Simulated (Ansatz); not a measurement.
System: ZnS.

Input

```
crystal:
  lattice:
    - [0.0, 2.6132632584, 2.7886568385]
    - [2.6132632584, 0.0, 2.7886568385]
    - [2.6132632584, 2.6132632584, 0.0]
  atoms:
    - { symbol: Zn, position: [0.0, 0.0, 0.0] }
    - { symbol: S, position: [0.25, 0.25, 0.25] }
kpoints:
  mp_grid: { grid: [8, 8, 8] }
  band_path:
    path:
      - [0.0, 0.0, 0.0]
      - [-0.5, -0.5, 0.0]
      - [-0.375, -0.375, 0.25]
      - [-0.375, 0.0, 0.375]
      - [0.0, 0.0, 0.5]
      - [-0.5, -0.25, 0.25]
    npoints: 1
hamiltonian:
  xc: r2scan
scf:
  occupations: { method: fixed }
  n_extra_bands: 4
output:
  forces: true
  stress: true
  eigenvalues: true
  write_density: true
  write_potential: true
  elf: true
  volumetric_format: npy
```

Command:

```sh
ansatz run input.yaml --threads 4 --pin off --max-ram 4608MiB --backend cpu --events-out ev --progress --plain --runs-dir out
```

Below, planes, directions and counts refer to the conventional cell (a = 3.70 Å, b = 3.70 Å, c = 5.58 Å, α = 90.00°, β = 90.00°, γ = 90.00°).

Space group I-4m2; started from the zincblende prototype, which need not be the ambient phase; changed on purpose from its base cell (epitaxial xy strain -3.0%); computed pressure about 2 GPa in this cell.

These are results of DFT, r2SCAN, plane waves, PAW (Ansatz 0.2.0), not measurements.

> What will maps of the valence pseudo-density and electron localisation function show?

Zn–S (2.31 Å): the density is about 0.54 e/Å³ at the midpoint; the ELF peaks at about 0.90 in the valence shell of S, 0.8 Å from its nucleus, and is about 0.60 at the midpoint.

> Metal or insulator at this level of theory?

It is gapped, with a Kohn–Sham gap of 2.7 eV on the k-point mesh (the band edges may lie off the mesh, which would make the gap smaller).

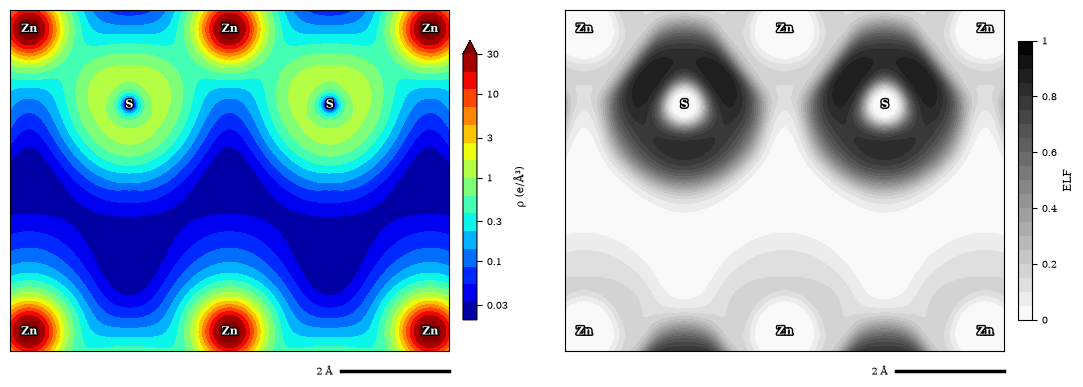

Computed valence pseudo-density and electron localisation function on the (100) plane of the conventional cell, in this order. 
